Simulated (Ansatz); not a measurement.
**Run report: WS₂, band-structure calculation**

WS₂ (6 atoms in the cell), computed with DFT, r2SCAN, plane waves, PAW, no spin polarisation (Ansatz 0.2.0).

The structure was built on a prototype by a generator. The geometry comes from this level: r2scan-rvv10 (a point of a series of strains). It belongs to a series of runs on one base structure; here: hydrostatic strain -2.0%. Figures and captions count atoms from 1; the log counts them from 0 in places.

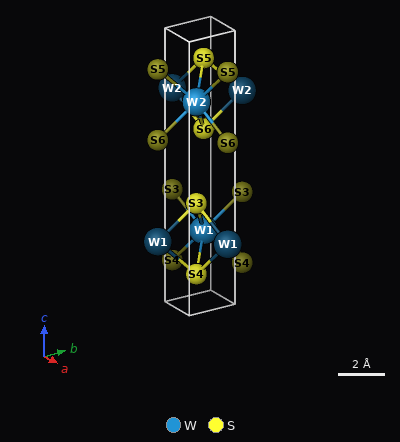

Figure 1. The structure as given in the input (ball-and-stick view of the cell of the calculation, seen slightly off an axis; neighbours outside the cell are drawn fainter; atoms are numbered from 1 in the order of the input). An atom can appear more than once, as a periodic image.

### Results in brief

- outcome: converged
- space group (tolerance 0.01 Å): P6₃/mmc (194)
- electrons treated: 52
- free energy: −24423.1153 eV
- Fermi energy: 12.196 eV
- gap on the k-point mesh: 1.06 eV
- pressure: 6.83 GPa
- largest force (length of the vector): 0.054 eV/Å
- hardware: 2 threads of AMD EPYC (Zen 3), 1656 GiB of memory available, shared host
- wall time: 6.8 s (CPU time 13 s)
- peak memory: 0.78 GiB

### Notes

Spin–orbit coupling is left out, which matters for W.

### Input
```yaml
crystal:
  lattice:
    - [3.1065473675, 0.0, 0.0]
    - [-1.5532736837, 2.6903489383, 0.0]
    - [0.0, 0.0, 12.2412491414]
  atoms:
    - { symbol: W, position: [0.3333333333, 0.6666666667, 0.25] }
    - { symbol: W, position: [0.6666666667, 0.3333333333, 0.75] }
    - { symbol: S, position: [0.6666666667, 0.3333333333, 0.3791820562] }
    - { symbol: S, position: [0.6666666667, 0.3333333333, 0.1208179438] }
    - { symbol: S, position: [0.3333333333, 0.6666666667, 0.8791820562] }
    - { symbol: S, position: [0.3333333333, 0.6666666667, 0.6208179438] }
kpoints:
  mp_grid: { grid: [12, 12, 2] }
  band_path:
    path:
      - [0.0, 0.0, 0.0]
      - [0.5, 0.0, 0.0]
      - [0.3333333333, 0.3333333333, 0.0]
      - [0.0, 0.0, 0.5]
      - [0.5, 0.0, 0.5]
      - [0.3333333333, 0.3333333333, 0.5]
      - [-0.177083, 0.351562, 0.0]
    npoints: 1
hamiltonian:
  xc: r2scan
scf:
  occupations: { method: fixed }
  n_extra_bands: 5
output:
  forces: true
  stress: true
  eigenvalues: true
  write_density: true
  write_potential: true
  elf: true
  volumetric_format: npy
```

Run as:
```bash
ansatz run input.yaml --threads 2 --pin off --max-ram 29491MiB --backend cpu --events-out ev --progress --plain --runs-dir out
```

### Output
```
scf.n_extra_bands = 5 over 26 filled bands (N_el = 52.0): the run solves 31 bands
Engine: ansatz 0.2.0, x86_64-unknown-linux-gnu
Pseudopotentials: kind: paw
Pseudopotential: W, paw, valence charge 14, recommended cutoff 500 eV (meta_gga), W.paw.azcp
Pseudopotential: S, paw, valence charge 6, recommended cutoff 500 eV (meta_gga), S.paw.azcp
Functional definition: r2SCAN
  parameter k0 = 0.174
  parameter k1 = 0.065
  parameter a1 = 4.9479
  exchange = r2scan_x(k0 = k0, k1 = k1, a1 = a1)
  correlation = r2scan_c
Crystal: 6 atoms, lattice volume = 102.309 Å³
Basis set: ecut = 500 eV, 2589 PW (Γ), exchange–correlation on 96×96×360 points (64 copies of the dense FFT grid, shifted against one another)
Bands: 31, of which v1, the nominal top of the filled ones, is band 26 counted from 1 (25 counted from 0)
Symmetry: 24 space group operations
Space group: P63/mmc (ITA 194), of the structure as read, at distance tolerance 4.7e-5 Å
k-points: 38 of 288
Non-local potential: W, projectors of the file, l = 0: 3, l = 1: 2, l = 2: 2, l = 3: 1
Non-local potential: S, projectors of the file, l = 0: 2, l = 1: 2, l = 2: 2
PAW form: soft (Blöchl's): semilocal exchange-correlation on the pseudo side does not see the compensation charge
PAW frozen core: W, regenerated for the run's functional (the file was generated under x = pbe(κ = 0.804, μ = 0.2195149727645171), c = pbe(β = 0.06672455060314922))
PAW frozen core: S, regenerated for the run's functional (the file was generated under x = pbe(κ = 0.804, μ = 0.2195149727645171), c = pbe(β = 0.06672455060314922))
PAW one-centre angular grid: W, 590 points (default); XC on 160 Gauss nodes
PAW one-centre angular grid: S, 302 points (default); XC on 160 Gauss nodes
Initial density: superposition of atomic densities (neutral atoms: chi_scale 0, normalization atom), corrected by the library's trained network
Initial wavefunctions: pseudopotential atomic-orbital guess
Functional: x = r2scan, c = r2scan; τ floored in thin density (d = 2e-4 eV/Å³)
SCF iter   1: F=—  HF=-24422.952070 eV  |F-HF|=—  |Δ(HF+E_count)|=         —  Δρ=8.40e-3  dr2=4.56e-2  dr2_τ=1.83e-1  ethr=1.77e-3  ⟨swp⟩=5.0  Hψ=4859  notcnv=0  defer=79
preconditioner: auto → Resta (q_TF=auto, 2.437 Å⁻¹)  ε∞=7.1  [insulator: Δε(μ)=1.049 eV  Ē_g=8.907 eV  n_scr=26 (ndim 8)  ℏωp=22.0 eV  f_vac=0.009  ε∞_Penn≈7.1]
SCF iter   2: F=—  HF=-24423.106333 eV  |F-HF|=—  |Δ(HF+E_count)|=   1.54e-1  Δρ=5.03e-3  dr2=1.70e-2  dr2_τ=2.02e-3  ethr=8.76e-5  ⟨swp⟩=2.1  Hψ=2255  notcnv=0  defer=107
SCF iter   3: F=—  HF=-24423.111746 eV  |F-HF|=—  |Δ(HF+E_count)|=   5.41e-3  Δρ=2.78e-3  dr2=3.77e-3  dr2_τ=3.73e-4  ethr=3.27e-5  ⟨swp⟩=2.2  Hψ=1605  notcnv=0  defer=111
SCF iter   4: F=—  HF=-24423.115246 eV  |F-HF|=—  |Δ(HF+E_count)|=   3.50e-3  Δρ=3.99e-4  dr2=1.62e-4  dr2_τ=6.45e-6  ethr=7.25e-6  ⟨swp⟩=2.3  Hψ=1933  notcnv=0  defer=112
SCF iter   5: F=—  HF=-24423.115307 eV  |F-HF|=—  |Δ(HF+E_count)|=   6.07e-5  Δρ=7.05e-5  dr2=8.31e-6  dr2_τ=2.20e-7  ethr=3.12e-7  ⟨swp⟩=2.2  Hψ=1963  notcnv=0  defer=100
SCF iter   6: F=—  HF=-24423.115310 eV  |F-HF|=—  |Δ(HF+E_count)|=   3.76e-6  Δρ=1.39e-5  dr2=3.85e-7  dr2_τ=1.86e-8  ethr=1.60e-8  ⟨swp⟩=2.0  Hψ=1866  notcnv=0  defer=35
SCF iter   7: F=-24423.115310 eV  HF=-24423.115310 eV  |F-HF|=3.96e-9  |Δ(HF+E_count)|=   9.11e-8  Δρ=2.65e-6  dr2=5.98e-9  dr2_τ=4.39e-10  ethr=1.92e-10  ⟨swp⟩=15.9  Hψ=10511  notcnv=0
SCF 1 converged in 7 iterations: F = -24423.115310 eV  dr2 = 5.98e-9
  greatest PAW one-centre occupation: 0.999 electrons in one spin orbital (limit 2), on the W atom at site 1 (counted from 0), in its partial waves of l = 0
NSCF: frozen V_eff on 7 k-points
SCF converged after 7 iterations
Free energy (F): -24423.115310 eV
Harris-Foulkes:  -24423.115310 eV  (|F-HF|=3.96e-9)
Internal energy: -24423.115310 eV  (E = F + TS)
E sigma→0 (E₀):  -24423.115310 eV
Fermi energy:    12.195609 eV
--- Per-component energies (eV) ---
  E_band       = -380.833895
  E_kinetic    = 1339.988748
  E_local      = -3407.324804  (includes V_loc(G=0)·N_el)
  E_nonlocal   = 115.878002
  E_hartree    = 1358.600174
  E_xc         = -869.317014
  E_vxc        = -903.597753  (∫ρ·V_xc dr)
  E_paw        = -19624.741052  (= ΣΔE_a)
  E_vpaw       = -287.526617  (= ΣTr[D̂ρ^β])
  E_aug_tail   = -0.000094  (compensation charges beyond the density's cutoff)
  E_vtau       = 44.545922  (kinetic-family band-sum trace: ∫τ·v_τ [+ j·A + Jᵃ·Aᵃ] dr)
  E_ewald      = -3334.584307
  E_core_change = -1.614965  (= ΣΔE_core)
  E_smearing   = -0.000000  (= −TS)
  E_closure    = 0.000000  (closes the sum)
  Σ components = -24423.115310   (vs F -24423.115310, Δ=0.00e0)
--- Forces (eV/Å), atoms counted from 1 ---
  atom   1  W     -0.00000000     0.00000000     0.00000000
  atom   2  W      0.00000000    -0.00000000     0.00000000
  atom   3  S      0.00000000    -0.00000000    -0.05438783
  atom   4  S      0.00000000    -0.00000000     0.05438783
  atom   5  S     -0.00000000     0.00000000    -0.05438783
  atom   6  S     -0.00000000     0.00000000     0.05438783
  max |Σ_I F_I| component: 6.94e-18 eV/Å
--- Stress (GPa, compression-positive) ---
        8.700942      -0.000000       0.000000
       -0.000000       8.700942       0.000000
        0.000000       0.000000       3.099453
  P = ⅓ Tr σ = 6.8338 GPa (68.338 kbar)
--- Band table (eV; the first three rows and the last of 38) ---
  k-point 0: bands = ["-64.1849", "-64.1849", "-27.8830", "-27.8829", "-27.6353", "-27.6353", "-27.6353", "-27.6353", "-4.3154", "-4.0423", "-2.7084", "-2.1968", "4.0679", "5.2527", "7.9860", "8.6616", "8.6616", "8.6780", "8.6780", "9.9815", "9.9815", "10.0435", "10.0435", "10.5616", "10.7735", "12.1956", "14.8226", "14.8226", "14.8495", "14.8495", "14.8640"]
  k-point 1: bands = ["-64.1849", "-64.1849", "-27.8830", "-27.8830", "-27.6353", "-27.6353", "-27.6353", "-27.6353", "-4.1958", "-4.1958", "-2.4406", "-2.4406", "4.5753", "4.5753", "8.6697", "8.6697", "8.6697", "8.6697", "9.0259", "9.0259", "10.0124", "10.0124", "10.0124", "10.0124", "11.8244", "11.8244", "14.8302", "14.8302", "14.8302", "14.8302", "14.9568"]
  k-point 2: bands = ["-64.1832", "-64.1832", "-27.8771", "-27.8770", "-27.6668", "-27.6668", "-27.6425", "-27.6425", "-4.1849", "-3.9114", "-2.6509", "-2.1543", "4.2239", "5.4091", "7.8191", "8.3297", "8.3570", "8.7848", "8.8085", "9.4265", "9.7739", "9.8419", "10.0074", "10.7894", "10.8005", "11.9699", "14.6424", "14.6934", "14.7402", "14.7663", "14.8199"]
  k-point 37: bands = ["-64.1551", "-64.1551", "-27.9741", "-27.9741", "-27.9324", "-27.9324", "-27.7834", "-27.7834", "-1.3496", "-1.3496", "-1.3347", "-1.3347", "5.3116", "5.3116", "5.7560", "5.7560", "6.7271", "6.7271", "7.1944", "7.1944", "8.2187", "8.2187", "8.8453", "8.8453", "11.5547", "11.5547", "13.8624", "13.8624", "14.9060", "14.9060", "15.9756"]
```

### File bands.tsv
```
# k_distance	band_0	band_1	band_2	band_3	band_4	band_5	band_6	band_7	band_8	band_9	band_10	band_11	band_12	band_13	band_14	band_15	band_16	band_17	band_18	band_19	band_20	band_21	band_22	band_23	band_24	band_25	band_26	band_27	band_28	band_29	band_30
# fermi_ev = 12.195609
# lock_threshold_ev = 1e-6
# [0, 0, 0] at k_distance = 0.000000
# [0.5, 0, 0] at k_distance = 1.167727
# [0.3333333333, 0.3333333333, 0] at k_distance = 1.841914
# [0, 0, 0.5] at k_distance = 3.214495
# [0.5, 0, 0.5] at k_distance = 4.382222
# [0.3333333333, 0.3333333333, 0.5] at k_distance = 5.056409
# [-0.177083, 0.351562, 0] at k_distance = 6.255543
# levels_relative_to = fermi_ev
# free_energy_ev = -24423.115310
# largest_residual_norms_ev = 8.183e-4 9.291e-4 2.080e-4 2.371e-4 2.325e-4 2.486e-4 2.319e-4 2.455e-4 6.379e-4 8.089e-4 1.245e-3 1.323e-3 1.502e-3 7.829e-4 1.629e-3 1.118e-3 1.146e-3 1.507e-3 9.229e-4 8.907e-4 1.445e-3 9.093e-4 1.251e-3 1.318e-3 1.479e-3 1.913e-3 1.628e-3 1.341e-3 1.522e-3 1.886e-3 1.726e-3
0.000000	-76.380544	-76.380540	-40.078590	-40.078512	-39.830891	-39.830891	-39.830865	-39.830865	-16.511056	-16.237913	-14.904041	-14.392412	-8.127732	-6.942882	-4.209628	-3.534022	-3.534022	-3.517584	-3.517584	-2.214150	-2.214150	-2.152068	-2.152068	-1.634029	-1.422070	0.000000	2.627002	2.627002	2.653928	2.653928	2.668365
1.167727	-76.354027	-76.354025	-40.286223	-40.286209	-39.990089	-39.990082	-39.937638	-39.937621	-13.973854	-13.845257	-13.804481	-13.695354	-7.799275	-7.469833	-6.448678	-6.179495	-5.799439	-5.029009	-4.249115	-4.151123	-3.214882	-2.996940	-1.958174	-1.784848	-1.718367	-1.607163	2.735742	2.785206	2.867795	3.277273	3.509683
1.841914	-76.350702	-76.350702	-40.169736	-40.169736	-40.128033	-40.128030	-39.979061	-39.979061	-13.545057	-13.545057	-13.530403	-13.530403	-6.968178	-6.782240	-6.459670	-6.459670	-5.619787	-5.333768	-4.727480	-4.727480	-4.427826	-4.427826	-3.136625	-3.136625	-0.747895	-0.502873	1.666808	1.666808	2.114423	3.484227	3.666898
3.214495	-76.380544	-76.380544	-40.078572	-40.078572	-39.830882	-39.830882	-39.830882	-39.830882	-16.391456	-16.391456	-14.636194	-14.636194	-7.620349	-7.620349	-3.525951	-3.525951	-3.525951	-3.525951	-3.169662	-3.169662	-2.183179	-2.183179	-2.183179	-2.183179	-0.371191	-0.371191	2.634611	2.634611	2.634611	2.634611	2.761172
4.382222	-76.354025	-76.354025	-40.286207	-40.286207	-39.990089	-39.990089	-39.937619	-39.937619	-13.929738	-13.929738	-13.729715	-13.729715	-7.646051	-7.646051	-6.382350	-6.382350	-5.328897	-5.328897	-4.201974	-4.201974	-3.130662	-3.130662	-1.838133	-1.838133	-1.681563	-1.681563	2.756781	2.756781	3.099193	3.099193	3.834742
5.056409	-76.350703	-76.350703	-40.169750	-40.169750	-40.128042	-40.128042	-39.979049	-39.979049	-13.545198	-13.545198	-13.530280	-13.530280	-6.883980	-6.883980	-6.439572	-6.439572	-5.468483	-5.468483	-5.001208	-5.001208	-3.976938	-3.976938	-3.350270	-3.350270	-0.640957	-0.640957	1.666830	1.666830	2.710428	2.710428	3.779978
6.255543	-76.362683	-76.362680	-40.115349	-40.115332	-40.019112	-40.019086	-39.930034	-39.930028	-15.009837	-14.763106	-14.242217	-13.918829	-6.740633	-6.160821	-5.575756	-5.368020	-5.195960	-4.944896	-4.736330	-4.074549	-3.064277	-3.060799	-2.225636	-2.051847	-1.570598	-1.561449	1.052743	2.076693	2.454908	2.554150	2.927452
```

### File rho_z.tsv
```
# z_ang	rho[e/angstrom^3]
# format = ansatz-planar-average/11
# lattice	3.106547367	-0.000000000	0.000000000
# lattice	-1.553273684	2.690348938	0.000000000
# lattice	0.000000000	0.000000000	12.241249141
# sites	6
# site	74	0.000000000	1.793565959	3.060312285
# site	74	1.553273684	0.896782979	9.180936856
# site	16	1.553273684	0.896782979	4.641662020
# site	16	1.553273684	0.896782979	1.478962551
# site	16	0.000000000	1.793565959	10.762286591
# site	16	0.000000000	1.793565959	7.599587122
0.000000	5.621507e-2
0.136014	6.154899e-2
0.272028	7.823843e-2
0.408042	1.080886e-1
0.544056	1.534709e-1
0.680069	2.145575e-1
0.816083	2.852005e-1
0.952097	3.518710e-1
1.088111	4.006106e-1
1.224125	4.278576e-1
1.360139	4.441576e-1
1.496153	4.639009e-1
1.632167	4.914974e-1
1.768180	5.175632e-1
1.904194	5.298106e-1
2.040208	5.279876e-1
2.176222	5.356859e-1
2.312236	5.926947e-1
2.448250	7.238671e-1
2.584264	9.113249e-1
2.720278	1.095577e0
2.856291	1.219751e0
2.992305	1.272615e0
3.128319	1.272615e0
3.264333	1.219751e0
3.400347	1.095577e0
3.536361	9.113249e-1
3.672375	7.238671e-1
3.808389	5.926947e-1
3.944403	5.356859e-1
4.080416	5.279876e-1
4.216430	5.298106e-1
4.352444	5.175632e-1
4.488458	4.914974e-1
4.624472	4.639009e-1
4.760486	4.441576e-1
4.896500	4.278576e-1
5.032514	4.006106e-1
5.168527	3.518710e-1
5.304541	2.852005e-1
5.440555	2.145575e-1
5.576569	1.534709e-1
5.712583	1.080886e-1
5.848597	7.823843e-2
5.984611	6.154899e-2
6.120625	5.621507e-2
6.256638	6.154899e-2
6.392652	7.823843e-2
6.528666	1.080886e-1
6.664680	1.534709e-1
6.800694	2.145575e-1
6.936708	2.852005e-1
7.072722	3.518710e-1
7.208736	4.006106e-1
7.344749	4.278576e-1
7.480763	4.441576e-1
7.616777	4.639009e-1
7.752791	4.914974e-1
7.888805	5.175632e-1
8.024819	5.298106e-1
8.160833	5.279876e-1
8.296847	5.356859e-1
8.432861	5.926947e-1
8.568874	7.238671e-1
8.704888	9.113249e-1
8.840902	1.095577e0
8.976916	1.219751e0
9.112930	1.272615e0
9.248944	1.272615e0
9.384958	1.219751e0
9.520972	1.095577e0
9.656985	9.113249e-1
9.792999	7.238671e-1
9.929013	5.926947e-1
10.065027	5.356859e-1
10.201041	5.279876e-1
10.337055	5.298106e-1
10.473069	5.175632e-1
10.609083	4.914974e-1
10.745096	4.639009e-1
10.881110	4.441576e-1
11.017124	4.278576e-1
11.153138	4.006106e-1
11.289152	3.518710e-1
11.425166	2.852005e-1
11.561180	2.145575e-1
11.697194	1.534709e-1
11.833208	1.080886e-1
11.969221	7.823843e-2
12.105235	6.154899e-2
```

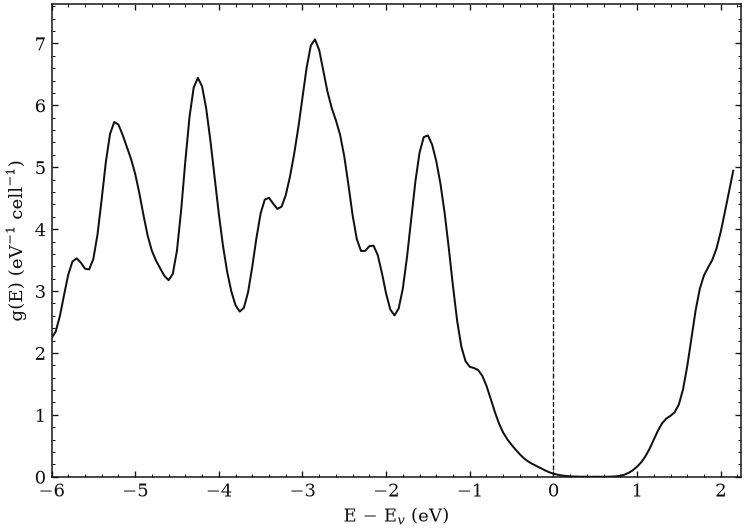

Figure 2. Density of states (the curve is built from the levels of the k mesh with Gaussians 0.3 eV wide, which also blur the band edges), with energies from the valence-band top. There is a gap of 1.06 eV on the k-point mesh. The curves stop near 2.2 eV above the Fermi level, where the computed bands end. Small ripples come from the finite k-point mesh.

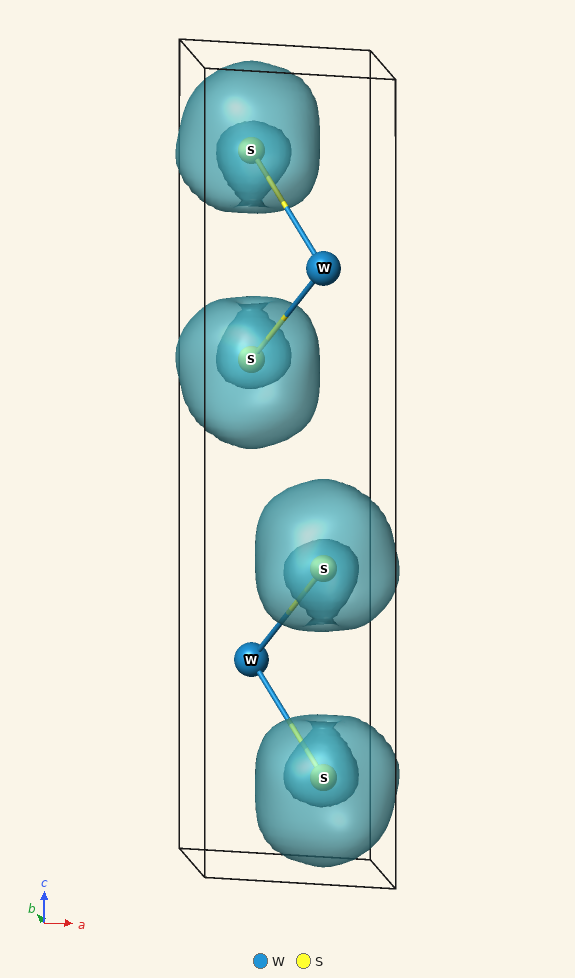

Figure 3. Isosurface of the ELF at 0.7 (cyan), seen at an oblique angle. Core shells and regions of very low density are left out. Sticks mark near contacts. The outline is the cell set on symmetry axes. Along the contacts the grid gives the following. W–S (2.39 Å): the ELF is about 0.50 at the midpoint. Core electrons are frozen (PAW), so the fields are smoothed inside the atomic spheres.

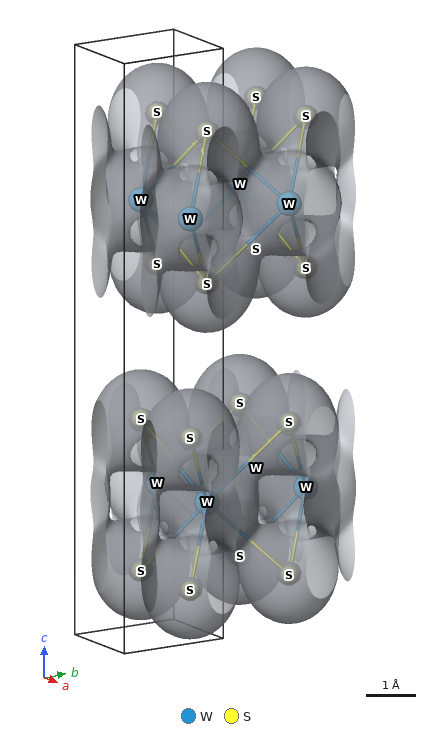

Figure 4. Isosurface of the valence electron density at 0.5 e/Å³ (grey), seen slightly off an axis. Sticks mark near contacts. The outline is the cell set on symmetry axes. At this value the density is joined into sheets; it holds about 70 % of the electrons treated as valence (semicore included). On the grid the lowest density along these lines, outside the cores, is 0.65 e/Å³ (W–S, 2.39 Å).
